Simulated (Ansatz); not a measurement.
# One crystal, many levels of theory: NaSrYWO6 (F-43m)

What gap does each level of theory give for NaSrYWO6 (F-43m), and in what time?

Main program and level: Ansatz 0.2.0; density functionals, hybrids and G0W0, plane waves, PAW.

### Step 1. Set-up

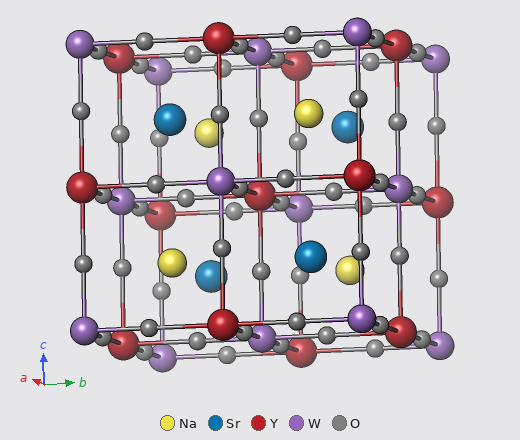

The cell as given, slightly off an axis (sodium yellow, strontium blue, yttrium red, tungsten purple, oxygen grey). This picture shows the conventional cell, with its axes. Some periodic images of atoms are drawn too.

As a file:

```cif
data_structure
_symmetry_space_group_name_H-M 'F-43m'
_symmetry_Int_Tables_number 216
_cell_length_a 8.3440
_cell_length_b 8.3440
_cell_length_c 8.3440
_cell_angle_alpha 90.000
_cell_angle_beta 90.000
_cell_angle_gamma 90.000
_cell_volume 580.94
loop_
_atom_site_label
_atom_site_type_symbol
_atom_site_symmetry_multiplicity
_atom_site_Wyckoff_symbol
_atom_site_fract_x
_atom_site_fract_y
_atom_site_fract_z
_atom_site_occupancy
Na1 Na 4 d 0.25000 0.25000 0.75000 1
Sr1 Sr 4 c 0.25000 0.25000 0.25000 1
Y1 Y 4 b 0.50000 0.00000 0.00000 1
W1 W 4 a 0.00000 0.00000 0.00000 1
O1 O 24 f 0.23333 0.00000 0.00000 1
```

The cell and positions are those that the Materials Project relaxed with its own functionals (PBE, PBE+U or r2SCAN), kept fixed. At the settings of the band run the largest force is still 0.45 eV/Å. Spin-orbit coupling is left out unless a step names it.

The logs state that the PAW files were generated under PBE.

### Step 2. LDA on the 6×6×6 mesh

This step: DFT, LDA, plane waves, PAW; PAW set soft_1.

input.yaml

```yaml
crystal:
  lattice:
    - [0.0, 4.17201834, 4.17201834]
    - [4.17201834, 0.0, 4.17201834]
    - [4.17201834, 4.17201834, 0.0]
  atoms:
    - { symbol: Na, position: [0.25, 0.25, 0.25] }
    - { symbol: Sr, position: [0.75, 0.75, 0.75] }
    - { symbol: "Y", position: [0.5, 0.5, 0.5] }
    - { symbol: W, position: [0.0, 0.0, 0.0] }
    - { symbol: O, position: [0.76666543, 0.23333457, 0.23333457] }
    - { symbol: O, position: [0.23333457, 0.76666543, 0.76666543] }
    - { symbol: O, position: [0.76666543, 0.76666543, 0.23333457] }
    - { symbol: O, position: [0.23333457, 0.23333457, 0.76666543] }
    - { symbol: O, position: [0.23333457, 0.76666543, 0.23333457] }
    - { symbol: O, position: [0.76666543, 0.23333457, 0.76666543] }
kpoints:
  mp_grid: { grid: [6, 6, 6] }
  band_path:
    path:
      - [0.0, 0.0, 0.0]
      - [-0.5, -0.5, 0.0]
      - [-0.375, -0.375, 0.25]
      - [-0.375, 0.0, 0.375]
      - [0.0, 0.0, 0.5]
      - [-0.5, -0.25, 0.25]
      - [-0.25, -0.25, 0.0]
    npoints: 1
hamiltonian:
  xc: lda
  pseudopotentials: { kind: paw, azcp: { folder: soft_1 }, xc_functional: pbe }
scf:
  occupations: { method: fixed }
  n_extra_bands: 7
output:
  eigenvalues: true
  forces: true
  stress: true
```

Command:

```
> ansatz run input.yaml --threads 2 --pin off --max-ram 92160MiB --backend cuda --events-out ev --progress --plain --runs-dir out --devices 1 --max-vram 13GiB
```

Numbers of over 12 decimals in the logs are rounded to 6 here.

Output:

```text
scf.n_extra_bands = 7 over 40 filled bands (N_el = 80.0): the run solves 47 bands
GPUs: using 1 of 1 available (devices: 1).
Engine: ansatz 0.2.0, x86_64-unknown-linux-gnu
Pseudopotentials: kind: paw
Pseudopotential: Na, paw, valence charge 9, recommended cutoff 420 eV (normal), soft_1/Na.paw.azcp
Pseudopotential: Sr, paw, valence charge 10, recommended cutoff 420 eV (normal), soft_1/Sr.paw.azcp
Pseudopotential: Y, paw, valence charge 11, recommended cutoff 420 eV (normal), soft_1/Y.paw.azcp
Pseudopotential: W, paw, valence charge 14, recommended cutoff 420 eV (normal), soft_1/W.paw.azcp
Pseudopotential: O, paw, valence charge 6, recommended cutoff 420 eV (normal), soft_1/O.paw.azcp
Functional definition: SPW92
  exchange = slater_x
  correlation = pw_c
device memory: the entry about to start is reckoned to put 2.5 GiB on a device that reports 56.8 GiB free (of which the cap on the GPU budget leaves the run 13.0 GiB)
GPU FFT provider: cuFFT
GPU libraries: cuBLAS 13.8.2, cuFFT 12.4.0, cuSOLVER 12.3.4
Crystal: 10 atoms, lattice volume = 145.234 Å³
Basis set: ecut = 420 eV, 2741 PW (Γ)
Bands: 47, of which v1, the nominal top of the filled ones, is band 40 counted from 1 (39 counted from 0)
Symmetry: 24 space group operations
Space group: F-43m (ITA 216), of the structure as read, at distance tolerance 5.3e-5 Å
k-points: 16 of 216 (time reversal used)
Non-local potential: Na, projectors of the file, l = 0: 3, l = 1: 2, l = 2: 1
Non-local potential: Sr, projectors of the file, l = 0: 3, l = 1: 2, l = 2: 2
Non-local potential: Y, projectors of the file, l = 0: 3, l = 1: 2, l = 2: 2, l = 3: 1
Non-local potential: W, projectors of the file, l = 0: 3, l = 1: 2, l = 2: 2, l = 3: 1
Non-local potential: O, projectors of the file, l = 0: 2, l = 1: 2, l = 2: 1
PAW form: soft (Blöchl's): semilocal exchange-correlation on the pseudo side does not see the compensation charge
PAW frozen core: Na, regenerated for the run's functional, and the local potential with it (the file was generated under x = pbe(κ = 0.804, μ = 0.219515), c = pbe(β = 0.066725))
PAW frozen core: Sr, regenerated for the run's functional, and the local potential with it (the file was generated under x = pbe(κ = 0.804, μ = 0.219515), c = pbe(β = 0.066725))
PAW frozen core: Y, regenerated for the run's functional, and the local potential with it (the file was generated under x = pbe(κ = 0.804, μ = 0.219515), c = pbe(β = 0.066725))
PAW frozen core: W, regenerated for the run's functional, and the local potential with it (the file was generated under x = pbe(κ = 0.804, μ = 0.219515), c = pbe(β = 0.066725))
PAW frozen core: O, regenerated for the run's functional, and the local potential with it (the file was generated under x = pbe(κ = 0.804, μ = 0.219515), c = pbe(β = 0.066725))
PAW one-centre angular grid: Na, 110 points (default); XC on 64 Gauss nodes
PAW one-centre angular grid: Sr, 110 points (default); XC on 64 Gauss nodes
PAW one-centre angular grid: Y, 590 points (default); XC on 64 Gauss nodes
PAW one-centre angular grid: W, 590 points (default); XC on 64 Gauss nodes
PAW one-centre angular grid: O, 110 points (default); XC on 64 Gauss nodes
Initial density: superposition of atomic densities (chi_scale 0.1, normalization cell, long waves kept (reshape's long-wave potential 0.02 eV rms))
Initial wavefunctions: pseudopotential atomic-orbital guess
GPU buffer pool allocated for 64000 grid points (all kernels)
GPU transforms: local potential and band sums: pruned to the plane-wave sphere, on 40×40×40
Functional: x = slater, c = lda
SCF iter   1: F=—  HF=-22137.337987 eV  |F-HF|=—  |Δ(HF+E_count)|=         —  Δρ=8.30e-2  dr2=2.49e1  ethr=3.10e-3  ⟨swp⟩=6.2  Hψ=2814  notcnv=0  defer=66
preconditioner: auto → Resta (q_TF=auto, 2.470 Å⁻¹)  ε∞=4.1  [insulator: Δε(μ)=2.899 eV  Ē_g=13.512 eV  n_scr=26 (ndim 8)  ℏωp=23.9 eV  f_vac=0.000  ε∞_Penn≈4.1]
SCF iter   2: F=—  HF=-22131.181332 eV  |F-HF|=—  |Δ(HF+E_count)|=    6.16e0  Δρ=3.09e-2  dr2=1.57e0  ethr=3.10e-3  ⟨swp⟩=4.6  Hψ=1967  notcnv=0  defer=69
SCF iter   3: F=—  HF=-22130.801213 eV  |F-HF|=—  |Δ(HF+E_count)|=   3.80e-1  Δρ=1.21e-2  dr2=2.15e-1  ethr=1.97e-3  ⟨swp⟩=3.0  Hψ=1318  notcnv=0  defer=69
SCF iter   4: F=—  HF=-22130.768486 eV  |F-HF|=—  |Δ(HF+E_count)|=   3.27e-2  Δρ=7.70e-3  dr2=6.62e-2  ethr=2.69e-4  ⟨swp⟩=2.5  Hψ=1306  notcnv=0  defer=74
SCF iter   5: F=—  HF=-22130.756573 eV  |F-HF|=—  |Δ(HF+E_count)|=   1.19e-2  Δρ=1.99e-3  dr2=6.59e-3  ethr=8.27e-5  ⟨swp⟩=2.3  Hψ=1168  notcnv=0  defer=72
SCF iter   6: F=—  HF=-22130.756437 eV  |F-HF|=—  |Δ(HF+E_count)|=   1.35e-4  Δρ=9.54e-4  dr2=2.27e-3  ethr=8.24e-6  ⟨swp⟩=3.0  Hψ=1414  notcnv=0  defer=73
SCF iter   7: F=—  HF=-22130.756062 eV  |F-HF|=—  |Δ(HF+E_count)|=   3.76e-4  Δρ=3.86e-4  dr2=3.63e-4  ethr=2.84e-6  ⟨swp⟩=2.0  Hψ=1039  notcnv=0  defer=72
SCF iter   8: F=—  HF=-22130.755952 eV  |F-HF|=—  |Δ(HF+E_count)|=   1.09e-4  Δρ=7.47e-5  dr2=1.40e-5  ethr=4.54e-7  ⟨swp⟩=2.0  Hψ=793  notcnv=0  defer=67
SCF iter   9: F=—  HF=-22130.755870 eV  |F-HF|=—  |Δ(HF+E_count)|=   8.21e-5  Δρ=1.26e-5  dr2=4.65e-7  ethr=1.76e-8  ⟨swp⟩=2.2  Hψ=1280  notcnv=0  defer=64
SCF iter  10: F=-22130.755870 eV  HF=-22130.755870 eV  |F-HF|=1.26e-8  |Δ(HF+E_count)|=   2.02e-7  Δρ=3.36e-6  dr2=3.00e-8  ethr=1.25e-10  ⟨swp⟩=17.4  Hψ=4869  notcnv=0
SCF 1 converged in 10 iterations: F = -22130.755870 eV  dr2 = 3.00e-8
[...]
device memory: the entry about to start is reckoned to put 1.7 GiB on a device that reports 56.8 GiB free (of which the cap on the GPU budget leaves the run 13.0 GiB)
NSCF: frozen V_eff on 7 k-points
SCF converged after 10 iterations
Free energy (F): -22130.755870 eV
Harris-Foulkes:  -22130.755870 eV  (|F-HF|=1.26e-8)
Internal energy: -22130.755870 eV  (E = F + TS)
E sigma→0 (E₀):  -22130.755870 eV
Fermi energy:    6.888742 eV
--- Per-component energies (eV) ---
  E_band       = -692.643810
  E_kinetic    = 2076.220032
  E_local      = -5862.625985  (includes V_loc(G=0)·N_el)
  E_nonlocal   = 850.100568
  E_hartree    = 2018.771131
  E_xc         = -1072.811341
  E_vxc        = -1179.380156  (∫ρ·V_xc dr)
  E_paw        = -14813.515460  (= ΣΔE_a)
  E_vpaw       = -614.503909  (= ΣTr[D̂ρ^β])
  E_aug_tail   = 0.004912  (compensation charges beyond the density's cutoff)
  E_ewald      = -5328.529115
  E_core_change = 1.629388  (= ΣΔE_core)
  E_smearing   = -0.000000  (= −TS)
  E_closure    = 0.000000  (closes the sum)
  Σ components = -22130.755870   (vs F -22130.755870, Δ=0.00e0)
--- Forces (eV/Å), atoms counted from 1 ---
  atom   1  Na    -0.00000000     0.00000000     0.00000000
  atom   2  Sr     0.00000000    -0.00000000     0.00000000
  atom   3  Y     -0.00000000     0.00000000     0.00000000
  atom   4  W      0.00000000     0.00000000    -0.00000000
  atom   5  O     -0.72529555    -0.00000000    -0.00000000
  atom   6  O      0.72529555     0.00000000    -0.00000000
  atom   7  O     -0.00000000     0.00000000     0.72529555
  atom   8  O      0.00000000    -0.00000000    -0.72529555
  atom   9  O      0.00000000    -0.72529555    -0.00000000
  atom  10  O     -0.00000000     0.72529555     0.00000000
  max |Σ_I F_I| component: 3.34e-16 eV/Å
--- Stress (GPa, compression-positive) ---
      -11.179613      -0.000000      -0.000000
        0.000000     -11.179613       0.000000
       -0.000000       0.000000     -11.179613
  P = ⅓ Tr σ = -11.1796 GPa (-111.796 kbar)
--- Band table (eV; the first three rows and the last of 16) ---
  k-point 0: bands = [... 36 lower, 6.2915, 6.8887, 6.8887, 6.8887, 9.2446, 9.2446, 9.2446, 10.8519, ... 3 higher]
  k-point 1: bands = [... 36 lower, 6.1130, 6.7720, 6.7720, 6.8279, 9.4359, 9.5132, 9.5132, 11.2394, ... 3 higher]
  k-point 2: bands = [... 36 lower, 6.0390, 6.5209, 6.5209, 6.6812, 9.7929, 9.9978, 9.9978, 12.1246, ... 3 higher]
  k-point 15: bands = [... 36 lower, 5.7668, 5.9635, 6.1241, 6.6915, 9.6705, 10.4081, 10.7014, 13.2660, ... 3 higher]
```

The job ended after 8.2 s (1 × NVIDIA H100 80GB HBM3 (shared by 6 runs) with 2 threads of AMD EPYC 7R13 (Zen 3), shared host; peak memory 0.97 GiB; 4.6 s of CPU time).

In the SCF lines HF is the Harris–Foulkes energy and dr2 the Hartree energy of the density residual, in eV; the loop may stop once dr2 is under the threshold and the program's other checks hold. Hψ counts applications of the Hamiltonian.

Numbers from this step:

- pressure: -11.18 GPa
- gap: 2.321 eV
- valence top at: Γ
- conduction bottom at: X
- least direct gap: 2.346 eV

Over mesh and listed points the gap is 2.321 eV, from k = Γ to k = (-0.500, -0.500, 0.000). The least direct gap found is 2.346 eV, at k = (-0.250, -0.250, 0.000). The pressure in this cell is -11 GPa; the cell is kept.

### Step 3. PBEsol on the 6×6×6 mesh

This step: DFT, PBEsol, plane waves, PAW; PAW set soft_1.

Changes to input.yaml since step 2:

```diff
@@ -29,3 +29,3 @@
 hamiltonian:
-  xc: lda
+  xc: pbesol
   pseudopotentials: { kind: paw, azcp: { folder: soft_1 }, xc_functional: pbe }
```

Output:

```text
[...]
GPUs: using 1 of 1 available (devices: 1).
[...]
GPU FFT provider: cuFFT
GPU libraries: cuBLAS 13.8.2, cuFFT 12.4.0, cuSOLVER 12.3.4
Crystal: 10 atoms, lattice volume = 145.234 Å³
Basis set: ecut = 420 eV, 2741 PW (Γ), exchange–correlation on 80×80×80 points (8 copies of the dense FFT grid, shifted against one another)
Bands: 47, of which v1, the nominal top of the filled ones, is band 40 counted from 1 (39 counted from 0)
Symmetry: 24 space group operations
[...]
k-points: 16 of 216 (time reversal used)
[...]
GPU buffer pool allocated for 64000 grid points (all kernels)
[...]
SCF iter   1: F=—  HF=-22404.028875 eV  |F-HF|=—  |Δ(HF+E_count)|=         —  Δρ=8.37e-2  dr2=2.49e1  ethr=3.10e-3  ⟨swp⟩=6.2  Hψ=2810  notcnv=0  defer=66
[...]
atom   5  O     -0.59440242    -0.00000000    -0.00000000
  atom   6  O      0.59440242     0.00000000    -0.00000000
  atom   7  O     -0.00000000     0.00000000     0.59440242
  atom   8  O      0.00000000    -0.00000000    -0.59440242
  atom   9  O      0.00000000    -0.59440242    -0.00000000
  atom  10  O     -0.00000000     0.59440242     0.00000000
  max |Σ_I F_I| component: 3.34e-16 eV/Å
--- Stress (GPa, compression-positive) ---
       -7.341269       0.000000      -0.000000
       -0.000000      -7.341269       0.000000
       -0.000000       0.000000      -7.341269
  P = ⅓ Tr σ = -7.3413 GPa (-73.413 kbar)
--- Band table (eV; the first three rows and the last of 16) ---
  k-point 0: bands = [... 36 lower, 6.5537, 7.1449, 7.1449, 7.1449, 9.5535, 9.5535, 9.5535, 11.2323, ... 3 higher]
  k-point 1: bands = [... 36 lower, 6.3742, 7.0290, 7.0290, 7.0842, 9.7455, 9.8200, 9.8200, 11.6199, ... 3 higher]
  k-point 2: bands = [... 36 lower, 6.2975, 6.7794, 6.7794, 6.9377, 10.1067, 10.3035, 10.3035, 12.4990, ... 3 higher]
  k-point 15: bands = [... 36 lower, 6.0286, 6.2277, 6.3867, 6.9490, 9.9816, 10.7124, 11.0013, 13.5554, ... 3 higher]
[key lines of the parts left out:]
SCF converged after 10 iterations
Free energy (F): -22397.654556 eV
Fermi energy:    7.144895 eV
```

Elapsed: 7.8 s, on 1 × NVIDIA H100 80GB HBM3 (shared by 6 runs) with 2 threads; peak memory 0.97 GiB.

This step gave:

```
pressure             : -7.341 GPa
gap                  : 2.380 eV
valence top at       : Γ
conduction bottom at : X
least direct gap     : 2.402 eV
```

Over mesh and listed points the gap is 2.380 eV, from k = Γ to k = (-0.500, -0.500, 0.000). The least direct gap found is 2.402 eV, at k = (-0.250, -0.250, 0.000). The pressure in this cell is -7 GPa; the cell is kept. PBEsol against LDA: 2.380 − 2.321 = +0.059 eV, with the same mesh, files and cutoff, and both edges at the same k points.

### Step 4. PBE on the 6×6×6 mesh

Levels along a band path and on the mesh show where this functional puts the band edges.

This step: DFT, PBE, plane waves, PAW; PAW set soft_1.

Changes to input.yaml since step 3:

```diff
@@ -20,15 +20,10 @@
     path:
-      - [0.0, 0.0, 0.0]
-      - [-0.5, -0.5, 0.0]
-      - [-0.375, -0.375, 0.25]
-      - [-0.375, 0.0, 0.375]
-      - [0.0, 0.0, 0.5]
-      - [-0.5, -0.25, 0.25]
-      - [-0.25, -0.25, 0.0]
-    npoints: 1
+      - [[0.0, 0.0, 0.0], [-0.5, -0.5, 0.0], [-0.375, -0.375, 0.25]]
+      - [[-0.375, 0.0, 0.375], [0.0, 0.0, 0.0], [0.0, 0.0, 0.5], [-0.5, -0.25, 0.25], [-0.5, -0.5, 0.0]]
+    npoints: 10
 hamiltonian:
-  xc: pbesol
-  pseudopotentials: { kind: paw, azcp: { folder: soft_1 }, xc_functional: pbe }
+  xc: pbe
+  pseudopotentials: { kind: paw, azcp: { folder: soft_1 } }
 scf:
-  occupations: { method: fixed }
+  occupations: { method: fermi_dirac, width: 0.02 }
   n_extra_bands: 7
@@ -38 +33,5 @@
   stress: true
+  write_density: true
+  write_potential: true
+  elf: true
+  volumetric_format: npy
```

Output:

```text
[...]
GPUs: using 1 of 1 available (devices: 1).
[...]
GPU FFT provider: cuFFT
GPU libraries: cuBLAS 13.8.2, cuFFT 12.4.0, cuSOLVER 12.3.4
Crystal: 10 atoms, lattice volume = 145.234 Å³
Basis set: ecut = 420 eV, 2741 PW (Γ), exchange–correlation on 80×80×80 points (8 copies of the dense FFT grid, shifted against one another)
[...]
k-point 0: bands = [... 36 lower, 6.6947, 7.2817, 7.2817, 7.2817, 9.7646, 9.7646, 9.7646, 11.4812, ... 3 higher]
  k-point 1: bands = [... 36 lower, 6.5184, 7.1682, 7.1682, 7.2220, 9.9515, 10.0226, 10.0226, 11.8622, ... 3 higher]
  k-point 2: bands = [... 36 lower, 6.4464, 6.9232, 6.9232, 7.0778, 10.3045, 10.4930, 10.4930, 12.7303, ... 3 higher]
  k-point 15: bands = [... 36 lower, 6.1828, 6.3755, 6.5389, 7.0896, 10.1784, 10.8875, 11.1662, 13.7449, ... 3 higher]
[key lines of the parts left out:]
SCF converged after 10 iterations
Free energy (F): -22681.782469 eV
Fermi energy:    8.507345 eV
P = ⅓ Tr σ = -3.1557 GPa (-31.557 kbar)
```

Wall time 8.9 s (1 × NVIDIA H100 80GB HBM3 (shared by 6 runs) with 2 threads); peak memory 1 GiB; 9.8 s of CPU time.

Numbers from this step:

| Quantity | Value |
| --- | --- |
| pressure | -3.156 GPa |
| gap | 2.454 eV |
| valence top at | Γ |
| conduction bottom at | X |
| least direct gap | 2.477 eV |

Over mesh and path the gap is 2.454 eV, from k = Γ to k = (-0.500, -0.500, 0.000). The least direct gap found is 2.477 eV, at k = (-0.250, -0.250, 0.000). PBE against PBEsol: 2.454 − 2.380 = +0.074 eV, with the same mesh, files and cutoff, and both edges at the same k points.

### Step 5. PBE+SOC on the 6×6×6 mesh

This run has two-component orbitals with spin-orbit coupling.

This step: DFT, PBE with spin-orbit coupling, plane waves, PAW; PAW set soft_1.

Changes to input.yaml since step 4:

```diff
@@ -20,11 +20,19 @@
     path:
-      - [[0.0, 0.0, 0.0], [-0.5, -0.5, 0.0], [-0.375, -0.375, 0.25]]
-      - [[-0.375, 0.0, 0.375], [0.0, 0.0, 0.0], [0.0, 0.0, 0.5], [-0.5, -0.25, 0.25], [-0.5, -0.5, 0.0]]
-    npoints: 10
+      - [0.0, 0.0, 0.0]
+      - [-0.5, -0.5, 0.0]
+      - [-0.375, -0.375, 0.25]
+      - [-0.375, 0.0, 0.375]
+      - [0.0, 0.0, 0.5]
+      - [-0.5, -0.25, 0.25]
+      - [-0.25, -0.25, 0.0]
+    npoints: 1
 hamiltonian:
   xc: pbe
-  pseudopotentials: { kind: paw, azcp: { folder: soft_1 } }
+  pseudopotentials: { kind: paw_fr, azcp: { folder: soft_1 } }
 scf:
-  occupations: { method: fermi_dirac, width: 0.02 }
-  n_extra_bands: 7
+  occupations: { method: fixed }
+  n_extra_bands: 14
+magnetization:
+  noncollinear: true
+  spin_orbit: true
 output:
@@ -33,5 +41 @@
   stress: true
-  write_density: true
-  write_potential: true
-  elf: true
-  volumetric_format: npy
```

Output:

```text
[...]
GPUs: using 1 of 1 available (devices: 1).
[...]
non-collinear run that drives no moment, with spin-orbit: no starting moment large enough to seed its density (crystal.atoms[].spin), no starting occupations that ask for one, no magnetisation constraint and no magnetic field, so the semilocal B_xc is pinned to zero
[...]
k-point 1: bands = [... 76 lower, 7.1728, 7.1728, 7.2207, 7.2207, 9.8492, 9.8492, 9.9055, 9.9086, ... 10 higher]
  k-point 2: bands = [... 76 lower, 6.9296, 6.9301, 7.0758, 7.0758, 10.2154, 10.2154, 10.3727, 10.3758, ... 10 higher]
  k-point 15: bands = [... 76 lower, 6.5362, 6.5402, 7.0868, 7.0880, 10.1362, 10.1586, 10.8291, 10.8369, ... 10 higher]
[key lines of the parts left out:]
SCF converged after 10 iterations
Magnetization: |M| = 0.0000 μB,  M = (+0.0000, +0.0000, +0.0000) μB
Free energy (F): -22707.773918 eV
Fermi energy:    7.285170 eV
P = ⅓ Tr σ = -3.2256 GPa (-32.256 kbar)
```

Elapsed: 6.7 s, on 1 × NVIDIA H100 80GB HBM3 (shared by 6 runs) with 2 threads; peak memory 1.1 GiB.

This step gave:

```yaml
pressure: -3.226 GPa
gap: 2.362 eV
valence_top_at: Γ
conduction_bottom_at: Γ
least_direct_gap: 2.362 eV
```

Over mesh and listed points the gap is 2.362 eV, direct, at k = Γ. PBE+SOC against PBE: 2.362 − 2.454 = −0.092 eV. Mesh, set of files and cutoff are the same, but the conduction bottom lies at another k point, so this need not be the shift of one pair of states. The spin-orbit run sees mesh and listed points alone, so its gap is an upper bound: the coupling can move an edge off these points, the more so as this crystal has no centre of inversion, and the change over the zone, its sign included where it is small, is not known.

(Continued in part 2 of 3.)

[Paths, hosts, dates, memory and timing lines, banners, echoed tables and standing remarks are left out of the program output.]

[Logs are printed without paths, hosts, clocks, repeated set-up lines and the standing remarks that a program may print on its own settings, such as how far it seeks lower states.]

[Runs of the session that timed out or met a known fault of the program may be left out.]

[Cells called generated may have been cut or substituted from an entry of the Crystallography Open Database or the Materials Project.]

[Hosts, paths, dates, database ids (printed as entryN), source tags and the programs' standing remarks are cut or masked in the printed files.]

[Where an RPA ε∞ is given, it is that of the G0W0 mesh and is not shown converged in it. Names of k-points follow the symmetry that the program found, which can be lower than the space group named. Band edges on a path are those of the sampled points; other points can move an edge, and change direct to indirect where valleys lie close.]

[Hybrid gaps are those of their k-mesh and are not shown converged in it.]
